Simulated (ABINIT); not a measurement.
Hubbard response calculation, with input and output: NiSi$_{2}$ (part 2 of 4)

Continued. System: NiSi$_{2}$ (Fm-3m, 3 atoms in the cell). Method: Kohn-Sham DFT of a periodic cell, PBEsol, DFT+U, JTH PAW PBE v2.0, spin-polarised (ABINIT 10.8.3); cutoff 1115.67 eV, 2×2×2 k-mesh, fermi-dirac of 0.05 eV, collinear spins. The structure derives from an entry of the Crystallography Open Database. The settings are looser than a standard set-up, so the numbers are not reference values.

Geometry of the input (Å; fractional positions):
```
0.0000  2.6962  2.6962
2.6962  0.0000  2.6962
2.6962  2.6962  0.0000
Ni 0.0000  0.0000  0.0000
Si 0.7500  0.7500  0.7500
Si 0.2500  0.2500  0.2500
```

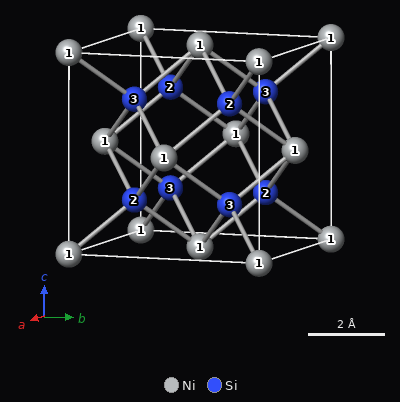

The structure (ball-and-stick view of the cell 4 times as large as that of the calculation, set on its symmetry axes, seen slightly off an axis; atoms are numbered from 1 in the order of the input). An atom can appear more than once, as a periodic image.

### What the program printed, continued
```
 The scalar U from the two-point regression scheme is   5.11301 eV.
*********************************************************************
*********************************************************************
Note: For more reliable linear regressions of the response
matrices, it is advised that you have more than two points.
See the LRUJ protocol for more information.

 URES      ii    nat       r_max    U(J)[eV]   U_ASA[eV]   U_inf[eV]
 URES       1      1     0.00000     1.27825     1.02865     0.99505
 URES       2      8    10.19030     4.48177     3.60663     3.48881
 URES       3     27    12.48050     4.92388     3.96241     3.83297
 URES       4     64    20.38060     5.03313     4.05033     3.91802
 URES       5    125    21.61680     5.07210     4.08169     3.94836
 URES       6    216    30.57080     5.08933     4.09556     3.96177

 ---------- calculate U, (J) end --------------

================================================================================

 ----iterations are completed or convergence reached----

 Mean square residual over all n,k,spin=   17.223E-14; max=  48.760E-13
 reduced coordinates (array xred) for    3 atoms
       0.000000000000      0.000000000000      0.000000000000
       0.750000000000      0.750000000000      0.750000000000
       0.250000000000      0.250000000000      0.250000000000
 rms dE/dt=  1.0474E-07; max dE/dt=  2.2163E-07; dE/dt below (all hartree)
    1       0.000000221626      0.000000043165      0.000000035679
    2       0.000000072590      0.000000020092      0.000000075235
    3      -0.000000133313     -0.000000074073     -0.000000109004

 cartesian coordinates (angstrom) at end:
    1      0.00000000000000     0.00000000000000     0.00000000000000
    2      4.04434612503729     4.04434612503729     4.04434612503729
    3      1.34811537501243     1.34811537501243     1.34811537501243

 cartesian forces (hartree/bohr) at end:
    1      0.00000000845696    -0.00000001533454    -0.00000001763643
    2     -0.00000000778584    -0.00000000685526     0.00000000313494
    3     -0.00000000067112     0.00000002218979     0.00000001450148
 frms,max,avg= 1.2641571E-08 2.2189795E-08   5.555E-09 -5.680E-09 -4.847E-09 h/b

 cartesian forces (eV/Angstrom) at end:
    1      0.00000043487419    -0.00000078853361    -0.00000090690144
    2     -0.00000040036401    -0.00000035251151     0.00000016120520
    3     -0.00000003451018     0.00000114104511     0.00000074569624
 frms,max,avg= 6.5005569E-07 1.1410451E-06   2.856E-07 -2.921E-07 -2.492E-07 e/A
 length scales=  7.205612822933  7.205612822933  7.205612822933 bohr
              =  3.813046093900  3.813046093900  3.813046093900 angstroms
 Fermi (or HOMO) energy (hartree) =   0.37114   Average Vxc (hartree)=  -0.43250
 Magnetization (Bohr magneton)=  1.11394272E-09
 Total spin up =  1.30000000E+01   Total spin down =  1.30000000E+01
 Eigenvalues (hartree) for nkpt=   8  k points, SPIN UP:
 kpt#   1, nband= 18, wtk=  0.12500, kpt=  0.0000  0.0000  0.0000 (reduced coord)
  -3.42443   -1.97510   -1.97510   -1.97510   -0.12497    0.18369    0.18369    0.18369
   0.23782    0.23782    0.37936    0.44387    0.44387    0.44387    0.47303    0.47303
   0.47303    0.55953
      occupation numbers for kpt#   1
   1.00000    1.00000    1.00000    1.00000    1.00000    1.00000    1.00000    1.00000
   1.00000    1.00000    0.01124    0.00000    0.00000    0.00000    0.00000    0.00000
   0.00000    0.00000
 prteigrs : prtvol=0 or 1, do not print more k-points.

 Eigenvalues (hartree) for nkpt=   8  k points, SPIN DOWN:
 kpt#   1, nband= 18, wtk=  0.12500, kpt=  0.0000  0.0000  0.0000 (reduced coord)
  -3.42443   -1.97510   -1.97510   -1.97510   -0.12497    0.18369    0.18369    0.18369
   0.23782    0.23782    0.37936    0.44387    0.44387    0.44387    0.47303    0.47303
   0.47303    0.55953
      occupation numbers for kpt#   1
   1.00000    1.00000    1.00000    1.00000    1.00000    1.00000    1.00000    1.00000
   1.00000    1.00000    0.01124    0.00000    0.00000    0.00000    0.00000    0.00000
   0.00000    0.00000
 prteigrs : prtvol=0 or 1, do not print more k-points.

--- !EnergyTerms
iteration_state     : {dtset: 1, }
comment             : Components of total free energy in Hartree
kinetic             :  3.24504742891625E+01
hartree             :  6.50299467780443E+01
xc                  : -1.15193381411245E+01
Ewald energy        : -9.31299616234213E+01
psp_core            :  3.09164937938357E+00
local_psp           : -1.72309291842039E+02
PAW spherical_terms : -2.21280243078451E+00
internal            : -1.78599323590779E+02
'-kT*entropy'       : -6.23232264466099E-05
total_energy        : -1.78599385914006E+02
total_energy_eV     : -4.85993687340103E+03
...

--- !EnergyTermsDC
iteration_state     : {dtset: 1, }
comment             : '"Double-counting" decomposition of free energy'
band_energy         : -1.51750677776689E+01
Ewald energy        : -9.31299616234213E+01
psp_core            :  3.09164937938357E+00
xc_dc               : -6.42458289072288E+01
PAW spherical_terms : -9.16805038293203E+00
internal            : -1.78627259311867E+02
'-kT*entropy'       : -6.23232264466099E-05
total_energy_dc     : -1.78627321635094E+02
total_energy_dc_eV  : -4.86069704309762E+03
...

--- !EnergyTermsWithPAWCore
iteration_state     : {dtset: 1, }
comment             : 'Components of total free energy, including PAW core contributions'
Total energy        : -2.09840842005774E+03
Total energy DC     : -2.09843635577883E+03
Total energy (eV)   : -5.71006020200100E+04
Total energy DC (eV): -5.71013621897066E+04
...

 Cartesian components of stress tensor (hartree/bohr^3)
  sigma(1 1)= -8.82458252E-05  sigma(3 2)= -3.47055853E-12
  sigma(2 2)= -8.82460122E-05  sigma(3 1)= -9.09496704E-11
  sigma(3 3)= -8.82459316E-05  sigma(2 1)= -3.94543758E-11

-Cartesian components of stress tensor (GPa)         [Pressure=  2.5963E+00 GPa]
- sigma(1 1)= -2.59628181E+00  sigma(3 2)= -1.02107357E-07
- sigma(2 2)= -2.59628731E+00  sigma(3 1)= -2.67583169E-06
- sigma(3 3)= -2.59628494E+00  sigma(2 1)= -1.16078781E-06

================================================================================
== DATASET  2 ==================================================================

--- !DatasetInfo
iteration_state: {dtset: 2, }
dimensions: {natom: 3, nkpt: 8, mband: 18, nsppol: 2, nspinor: 1, nspden: 2, mpw: 1658, }
cutoff_energies: {ecut:  41.0, pawecutdg:  63.0, }
electrons: {nelect:   2.60000000E+01, charge:   0.00000000E+00, occopt:   3.00000000E+00, tsmear:   1.83747000E-03, }
meta: {optdriver: 0, ionmov: 0, optcell: 0, iscf: 17, paral_kgb: 0, }
...

 Real(R)+Recip(G) space primitive vectors, cartesian coordinates (Bohr,Bohr^-1):
 R(1)=  0.0000000  5.0951377  5.0951377  G(1)= -0.0981328  0.0981328  0.0981328
 R(2)=  5.0951377  0.0000000  5.0951377  G(2)=  0.0981328 -0.0981328  0.0981328
 R(3)=  5.0951377  5.0951377  0.0000000  G(3)=  0.0981328  0.0981328 -0.0981328
 Unit cell volume ucvol=  2.6454391E+02 bohr^3
 Angles (23,13,12)=  6.00000000E+01  6.00000000E+01  6.00000000E+01 degrees

 Coarse grid specifications (used for wave-functions):

 getcut: wavevector=  0.0000  0.0000  0.0000  ngfft=  45  45  45
         ecut(hartree)=     41.000   => boxcut(ratio)=   2.11848

 Fine grid specifications (used for densities):

 getcut: wavevector=  0.0000  0.0000  0.0000  ngfft=  54  54  54
         ecut(hartree)=     63.000   => boxcut(ratio)=   2.09815
--------------------------------------------------------------------------------

-inwffil : will read wavefunctions from disk file runi_DS2_WFK

 ******************************************
 DFT+U Method used: FLL
 ******************************************

================================================================================

--- !BeginCycle
iteration_state: {dtset: 2, }
solver: {iscf: 17, nstep: 120, nline: 4, wfoptalg: 10, }
tolerances: {tolvrs: 1.00E-09, }
...

     iter   Etot(hartree)      deltaE(h)  residm     nres2   difmagsph maxmagsph
 ETOT  1  -178.58548285296    -1.786E+02 1.722E-09 2.533E-02 0.000E+00 0.000E+00
 ETOT  2  -178.58570957988    -2.267E-04 5.148E-08 4.714E-01 2.655E-08 2.863E-08
 ETOT  3  -178.58546671649     2.429E-04 4.068E-05 1.250E-04 6.142E-07 5.856E-07
 ETOT  4  -178.58547054930    -3.833E-06 4.049E-08 4.548E-05 5.471E-07 3.844E-08
 ETOT  5  -178.58547052361     2.569E-08 2.496E-09 7.461E-06 1.283E-08 2.687E-08
 ETOT  6  -178.58547051829     5.322E-09 7.509E-10 1.175E-06 1.160E-08 2.130E-08
 ETOT  7  -178.58547051762     6.638E-10 1.266E-10 2.548E-08 2.174E-08 1.262E-08
 ETOT  8  -178.58547051772    -9.572E-11 1.851E-10 2.556E-09 1.031E-08 1.582E-08
 ETOT  9  -178.58547051773    -1.418E-11 6.303E-12 9.585E-10 0.000E+00 0.000E+00

 At SCF step    9       nres2   =  9.59E-10 < tolvrs=  1.00E-09 =>converged.

 Cartesian components of stress tensor (hartree/bohr^3)
  sigma(1 1)= -8.89276035E-05  sigma(3 2)=  1.76771993E-11
  sigma(2 2)= -8.89266583E-05  sigma(3 1)= -7.19707526E-11
  sigma(3 3)= -8.89268234E-05  sigma(2 1)= -4.37732868E-11

--- !ResultsGS
iteration_state: {dtset: 2, }
comment   : Summary of ground state results
lattice_vectors:
- [  0.0000000,   5.0951377,   5.0951377, ]
- [  5.0951377,   0.0000000,   5.0951377, ]
- [  5.0951377,   5.0951377,   0.0000000, ]
lattice_lengths: [   7.20561,    7.20561,    7.20561, ]
lattice_angles: [ 60.000,  60.000,  60.000, ] # degrees, (23, 13, 12)
lattice_volume:   2.6454391E+02
convergence: {deltae: -1.418E-11, res2:  9.585E-10, residm:  6.303E-12, diffor: null, }
etotal    :  -1.78585471E+02
entropy   :   0.00000000E+00
fermie    :   3.71822931E-01
cartesian_stress_tensor: # hartree/bohr^3
- [ -8.89276035E-05,  -4.37732868E-11,  -7.19707526E-11, ]
- [ -4.37732868E-11,  -8.89266583E-05,   1.76771993E-11, ]
- [ -7.19707526E-11,   1.76771993E-11,  -8.89268234E-05, ]
pressure_GPa:   2.6163E+00
xred      :
- [  0.0000E+00,   0.0000E+00,   0.0000E+00, Ni]
- [  7.5000E-01,   7.5000E-01,   7.5000E-01, Si]
- [  2.5000E-01,   2.5000E-01,   2.5000E-01, Si]
cartesian_forces: # hartree/bohr
- [  6.96449525E-09,   3.32638010E-08,   6.09652219E-08, ]
- [  1.37575266E-09,   2.21909660E-08,  -7.70375153E-09, ]
- [ -8.34024791E-09,  -5.54547670E-08,  -5.32614704E-08, ]
force_length_stats: {min:   2.35303943E-08, max:   7.73406435E-08, mean:   5.68896366E-08, }
...

 Integrated electronic and magnetization densities in atomic spheres:
 ------------------------------------------------------------------------------------------------------------
 Radius=ratsph(iatom), smearing ratsm=  0.0000. Diff(up-dn)=approximate z local magnetic moment.
    Atom    Radius    up_density   dn_density  Total(up+dn)  Diff(up-dn)
    1 Ni   1.81432     7.991795     7.991795     15.983589    -0.000000
    2 Si   1.90945     0.759245     0.759245      1.518489     0.000000
    3 Si   1.90945     0.759245     0.759245      1.518489     0.000000
 ------------------------------------------------------------------------------------------------------------
  Sum:                 9.510284     9.510284     19.020568    -0.000000
 Total magnetization (from the atomic spheres):               -0.000000
 Total magnetization (exact up - dn):                          0.000000

 ---------- DFT+U DATA ---------------------------------------------------

 ====== For Atom     1, occupations for correlated orbitals. lpawu =   2

 Atom   1. Occ. for lpawu and for spin  1 =   3.79120
 Atom   1. Occ. for lpawu and for spin  2 =   3.79120
 => On atom   1,  local Mag. for lpawu is        0.000000

 == Occupation matrix for correlated orbitals:

 Occupation matrix for spin  1
     0.74805   -0.00000    0.00000   -0.00000    0.00000
    -0.00000    0.74805    0.00000   -0.00000   -0.00000
     0.00000    0.00000    0.77353   -0.00000    0.00000
    -0.00000   -0.00000   -0.00000    0.74805    0.00000
     0.00000   -0.00000    0.00000    0.00000    0.77353

 Occupation matrix for spin  2
     0.74805   -0.00000   -0.00000    0.00000   -0.00000
    -0.00000    0.74805   -0.00000   -0.00000    0.00000
    -0.00000   -0.00000    0.77353    0.00000    0.00000
     0.00000   -0.00000    0.00000    0.74805   -0.00000
    -0.00000    0.00000    0.00000   -0.00000    0.77353

 ---------- calculate U, (J) start ----------

 All pawujat  ok and equal to   1
 macro_uj=1 and nspden=2: standard determination of Hubbard U-parameter

*********************************************************************
************************  Linear Response U  ************************

 Info printed for perturbed atom:    1

  Perturbations           Occupations
 --------------- -----------------------------
    alpha [eV]     Unscreened      Screened
 --------------- -----------------------------
   0.0000000000   7.5889225589   7.5889225589
   0.0500000000   7.5709176657   7.5824106034

                    Scalar response functions:
                    Chi0 [eV^-1]:     -0.40011
                    Chi [eV^-1]:      -0.13024

 The scalar U from the two-point regression scheme is   5.17886 eV.
*********************************************************************
*********************************************************************
Note: For more reliable linear regressions of the response
matrices, it is advised that you have more than two points.
See the LRUJ protocol for more information.

 URES      ii    nat       r_max    U(J)[eV]   U_ASA[eV]   U_inf[eV]
 URES       1      1     0.00000     1.29472     1.04190     1.00787
 URES       2      8    10.19030     4.53950     3.65309     3.53375
 URES       3     27    12.48050     4.98730     4.01345     3.88234
 URES       4     64    20.38060     5.09796     4.10250     3.96849
 URES       5    125    21.61680     5.13744     4.13427     3.99921
 URES       6    216    30.57080     5.15489     4.14831     4.01280

 ---------- calculate U, (J) end --------------

================================================================================

 ----iterations are completed or convergence reached----

 Mean square residual over all n,k,spin=   37.221E-14; max=  63.026E-13
 reduced coordinates (array xred) for    3 atoms
       0.000000000000      0.000000000000      0.000000000000
       0.750000000000      0.750000000000      0.750000000000
       0.250000000000      0.250000000000      0.250000000000
 rms dE/dt=  3.6969E-07; max dE/dt=  3.0663E-07; dE/dt below (all hartree)
    1      -0.000000727403     -0.000000520820     -0.000000306223
    2      -0.000000321107     -0.000000142467     -0.000000221330
    3       0.000000306631      0.000000139161      0.000000223790

 cartesian coordinates (angstrom) at end:
    1      0.00000000000000     0.00000000000000     0.00000000000000
    2      4.04434612503729     4.04434612503729     4.04434612503729
    3      1.34811537501243     1.34811537501243     1.34811537501243

 cartesian forces (hartree/bohr) at end:
    1      0.00000000696450     0.00000003326380     0.00000006096522
    2      0.00000000137575     0.00000002219097    -0.00000000770375
    3     -0.00000000834025    -0.00000005545477    -0.00000005326147
 frms,max,avg= 3.5601182E-08 6.0965222E-08   2.814E-09  1.706E-08  3.148E-08 h/b

 cartesian forces (eV/Angstrom) at end:
    1      0.00000035812874     0.00000171049342     0.00000313495776
    2      0.00000007074405     0.00000114110535    -0.00000039614283
    3     -0.00000042887279    -0.00000285159877    -0.00000273881493
 frms,max,avg= 1.8306864E-06 3.1349578E-06   1.447E-07  8.772E-07  1.619E-06 e/A
 length scales=  7.205612822933  7.205612822933  7.205612822933 bohr
              =  3.813046093900  3.813046093900  3.813046093900 angstroms
 Fermi (or HOMO) energy (hartree) =   0.37182   Average Vxc (hartree)=  -0.43259
 Magnetization (Bohr magneton)=  7.28377358E-11
 Total spin up =  1.30000000E+01   Total spin down =  1.30000000E+01
 Eigenvalues (hartree) for nkpt=   8  k points, SPIN UP:
 kpt#   1, nband= 18, wtk=  0.12500, kpt=  0.0000  0.0000  0.0000 (reduced coord)
  -3.42920   -1.97973   -1.97973   -1.97973   -0.12492    0.18459    0.18459    0.18459
   0.23904    0.23904    0.37968    0.44457    0.44457    0.44457    0.47269    0.47269
   0.47269    0.55981
      occupation numbers for kpt#   1
   1.00000    1.00000    1.00000    1.00000    1.00000    1.00000    1.00000    1.00000
   1.00000    1.00000    0.01370    0.00000    0.00000    0.00000    0.00000    0.00000
   0.00000    0.00000
 prteigrs : prtvol=0 or 1, do not print more k-points.

 Eigenvalues (hartree) for nkpt=   8  k points, SPIN DOWN:
 kpt#   1, nband= 18, wtk=  0.12500, kpt=  0.0000  0.0000  0.0000 (reduced coord)
  -3.42920   -1.97973   -1.97973   -1.97973   -0.12492    0.18459    0.18459    0.18459
   0.23904    0.23904    0.37968    0.44457    0.44457    0.44457    0.47269    0.47269
   0.47269    0.55981
      occupation numbers for kpt#   1
   1.00000    1.00000    1.00000    1.00000    1.00000    1.00000    1.00000    1.00000
   1.00000    1.00000    0.01370    0.00000    0.00000    0.00000    0.00000    0.00000
   0.00000    0.00000
 prteigrs : prtvol=0 or 1, do not print more k-points.
```
